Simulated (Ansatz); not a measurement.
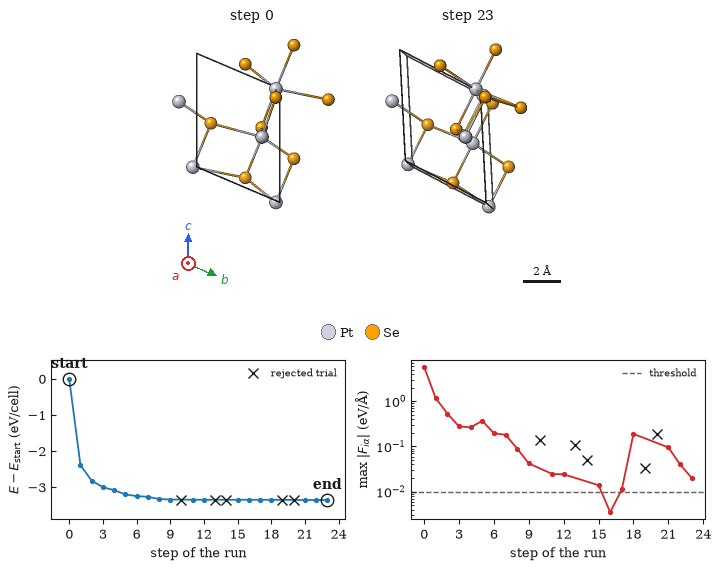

First and last geometry of a relaxation of a crystal of PtSe$_{2}$ (built on the anatase type), with the history of the run. The picture is a ball-and-stick view of the cell of the calculation, reduced to other axes, seen along the a axis. Lengths and directions refer to the drawn axes.

Case: shaken.

Method: DFT, PBEsol, plane waves, PAW in Ansatz. Settings: plane-wave cutoff 420 eV; k-point mesh 6 × 6 × 6; occupations fermi dirac; smearing width 0.05 eV; no spin polarisation; cell and atoms relaxed; force threshold 0.01 eV/Å; at most 120 steps.

### Did the run converge, and what did it change?

The run was cut off at its time limit before the relaxation converged, so the last structure is only a point on the way. The energy falls by 3.350 eV per cell of the calculation in 18 accepted moves (23 points after the start). The largest force component goes from 5.8 to 0.02 eV/Å. The pressure goes from 16.23 to −0.09 GPa. The line search rejected the trial steps at points 10, 13, 14, 19, 20 of the run. The largest move relative to the cell is that of a Se atom, 0.64 Å roughly along [0 3 1]. Largest moves by element: Se 0.64 Å, Pt 0.20 Å. Cell: a 4.941 → 4.759 Å (−3.7 %), b 4.994 → 5.073 Å (+1.6 %), c 6.689 → 6.399 Å (−4.3 %), α 111.3° → 117.0°, β 110.1° → 101.5°, γ 90.8° → 102.7°. Volume −11.6 %. Near-neighbour distances that change, for instance: Se–Se 4.655 → 3.199 Å, Se–Se 3.938 → 3.044 Å, Se–Se 3.853 → 3.044 Å, Se–Se 3.710 → 2.949 Å. Bond angles that change, for instance: Se–Pt–Se 97.2° → 137.1°, Se–Pt–Se 106.0° → 137.0°, Se–Pt–Se 90.0° → 68.4°. The space group (tolerance 0.01 Å) goes from P1 (No. 1) to P-1 (No. 2).

```tsv
step	E − E(0), meV/atom	largest force component, eV/Å	pressure, GPa	volume, Å³/atom	note
0	0.00	5.7555	16.23	23.763	
1	-397.46	1.1673	0.31	24.647	
2	-468.76	0.5363	1.11	23.618	
3	-498.82	0.2780	1.21	23.157	
4	-512.76	0.2650	-0.20	22.965	
5	-532.00	0.3697	0.66	22.272	
6	-539.88	0.1958	-0.53	22.212	
7	-543.09	0.1816	-0.35	22.246	
8	-553.42	0.0898	-0.50	21.859	
9	-555.66	0.0423	-0.10	21.537	
10	-555.71	0.1392	0.23	21.194	rejected
11	-556.56	0.0247	0.07	21.383	
12	-556.74	0.0242	0.05	21.324	
13	-556.15	0.1102	-0.15	21.150	rejected
14	-556.73	0.0500	0.00	21.247	rejected
15	-556.80	0.0139	-0.04	21.300	
16	-556.84	0.0035	0.01	21.255	
17	-556.86	0.0113	0.00	21.219	
18	-557.10	0.1901	0.33	20.850	
19	-556.88	0.0331	-0.08	21.205	rejected
20	-556.96	0.1896	-0.21	21.130	rejected
21	-557.85	0.0953	-0.04	21.036	
22	-558.18	0.0405	-0.01	21.023	
23	-558.35	0.0203	-0.09	21.013
```
